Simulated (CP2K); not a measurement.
**CoO: 6 runs along one coordinate**

System: CoO (Fm-3m, 2 atoms in the cell).
Method: Kohn-Sham DFT of a periodic cell, PBE, GTH-PBE with UZH-TZVP basis, spin-polarised (CP2K 2026.2).

The 6 runs differ only in the geometry, by an even scaling of the cell at fixed fractional positions. The structure derives from an entry of the Crystallography Open Database.

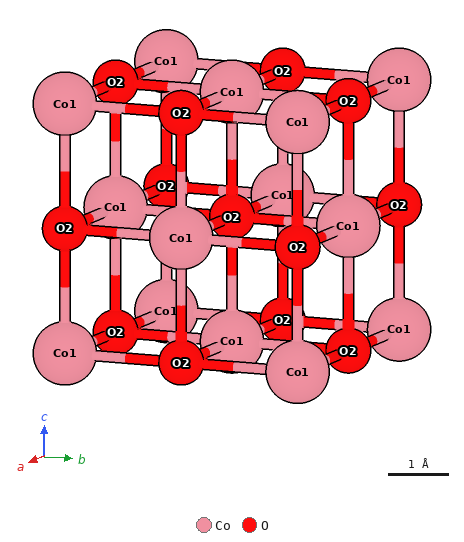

Figure 1. The structure of run 4 (ball-and-stick view of the cell 4 times as large as that of the calculation, set on its symmetry axes, seen slightly off an axis; atoms are numbered from 1 in the order of the input).

### Input of run 4
```
&GLOBAL
  PROJECT coo_eos
  RUN_TYPE ENERGY_FORCE
  PRINT_LEVEL LOW
&END GLOBAL
&FORCE_EVAL
  METHOD QS
  STRESS_TENSOR ANALYTICAL
  &DFT
    BASIS_SET_FILE_NAME BASIS_MOLOPT_UZH
    POTENTIAL_FILE_NAME POTENTIAL_UZH
    UKS T
    MULTIPLICITY 4
    WFN_RESTART_FILE_NAME previous-RESTART.kp
    &MGRID
      CUTOFF 850
      REL_CUTOFF 60
      NGRIDS 4
    &END MGRID
    &QS
      METHOD GPW
      EPS_DEFAULT 1.0E-10
    &END QS
    &KPOINTS
      SCHEME MONKHORST-PACK 11 11 11
      GAMMA_CENTERED T
      SYMMETRY T
      SYMMETRY_BACKEND SPGLIB
    &END KPOINTS
    &SCF
      SCF_GUESS RESTART
      EPS_SCF 1.0E-6
      MAX_SCF 150
      ADDED_MOS 13 16
      CHOLESKY OFF
      EPS_EIGVAL 1.0E-7
      &DIAGONALIZATION ON
        ALGORITHM STANDARD
      &END DIAGONALIZATION
      &MIXING ON
        METHOD BROYDEN_MIXING
        ALPHA 0.2
        BETA 1.5
        NBUFFER 10
      &END MIXING
      &SMEAR ON
        METHOD FERMI_DIRAC
        ELECTRONIC_TEMPERATURE [K] 580.226
      &END SMEAR
    &END SCF
    &XC
      &XC_FUNCTIONAL PBE
      &END XC_FUNCTIONAL
    &END XC
    &PRINT
      &KPOINTS ON
      &END KPOINTS
      &MULLIKEN ON
      &END MULLIKEN
      &MO ON
        ENERGIES T
        OCCUPATION_NUMBERS T
        &EACH
          QS_SCF 0
        &END EACH
        ADD_LAST NUMERIC
      &END MO
    &END PRINT
  &END DFT
  &SUBSYS
    &CELL
      ABC 3.0343596788 3.0343596788 3.0343596788
      ALPHA_BETA_GAMMA 60.0000000004 60.0000000005 60.0000000004
      PERIODIC XYZ
    &END CELL
    &COORD
      SCALED
      Co  0.0000000000 0.0000000000 0.0000000000
      O   0.5000000000 0.5000000000 0.5000000000
    &END COORD
    &KIND Co
      BASIS_SET TZVP-MOLOPT-PBE-GTH-q17
      POTENTIAL GTH-PBE-q17
      MAGNETIZATION 2.0
    &END KIND
    &KIND O
      BASIS_SET TZVP-MOLOPT-PBE-GTH-q6
      POTENTIAL GTH-PBE-q6
    &END KIND
    &PRINT
      &ATOMIC_COORDINATES ON
      &END ATOMIC_COORDINATES
      &CELL ON
      &END CELL
    &END PRINT
  &END SUBSYS
  &PRINT
    &FORCES ON
    &END FORCES
    &STRESS_TENSOR ON
    &END STRESS_TENSOR
  &END PRINT
&END FORCE_EVAL
```

Command:
```bash
OMP_NUM_THREADS=1 cp2k.psmp -i coo_eos.inp -o coo_eos.out
```

Run 2 has the same physical settings and fractional positions; its lattice vectors (Å) are:
```
   2.973656    0.000000    0.000000
   1.486828    2.575262    0.000000
   1.486828    0.858421    2.427980
```

### Results, with one run withheld

| run | volume per atom (Å³) | free energy per atom, from the lowest run given (meV) | pressure (GPa) |
| --- | --- | --- | --- |
| 1 | 9.103 | 18.98 | 12.31 |
| 2 | 9.297 | ? | ? |
| 3 | 9.490 | 0.00 | 3.58 |
| 4 | 9.878 | 0.56 | −3.80 |
| 5 | 10.071 | 7.09 | −6.95 |
| 6 | 10.265 | 17.23 | −9.77 |

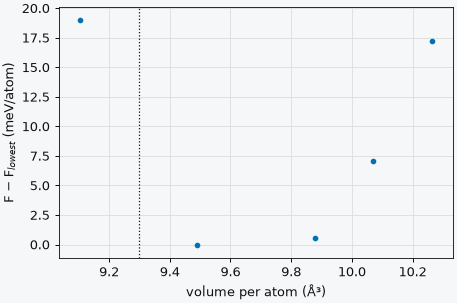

Figure 2. Free energy per atom of the runs given; the dotted line marks run 2.

Fit the runs given and predict run 2.

A cubic polynomial in V^(−2/3) (the Birch–Murnaghan form), fitted to the 5 runs given, misses them by at most 0.02 meV per atom. With x = V^(−2/3) − 0.21917 Å⁻², it reads F = −1.5923 − 605.42 x + 2.5751e+05 x² − 56613 x³ (meV per atom). At run 2 it gives 6.77 meV per atom, and the run itself gives 6.85. The slope of the fit gives a pressure −dF/dV of 7.78 GPa there, and the run prints 7.80 GPa. The fit has its minimum at 9.668 Å³ per atom, where V d²F/dV² gives 184 GPa: the bulk modulus at this level, since symmetry fixes the shape and the positions.

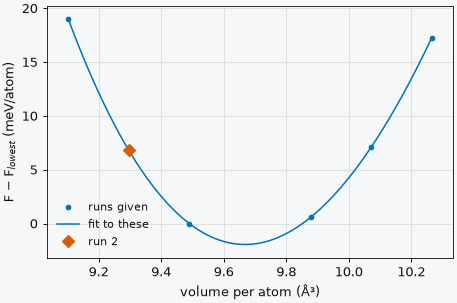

Figure 3. The fit and the withheld run.

### Some lines of the output (run 2)
```
[...]
 CELL| Volume [angstrom^3]:                                            18.593333
 CELL_REF| Volume [angstrom^3]:                                        18.593333
                        Smear method:                                FERMI_DIRAC
  Step     Update method      Time    Convergence         Total energy    Change
  Fermi energy:                                                 0.41619934911744
  Total energy:                                              -161.37822769576567
  Total energy (extrapolated to T->0):                       -161.37765827865755
 MO| E(Fermi):            0.416199 a.u.         11.325360 eV
 MO| Band gap:            0.315314 a.u.          8.580139 eV
 MO| Band gap:            0.308134 a.u.          8.384749 eV
 MO| Band gap:            0.315495 a.u.          8.585058 eV
```
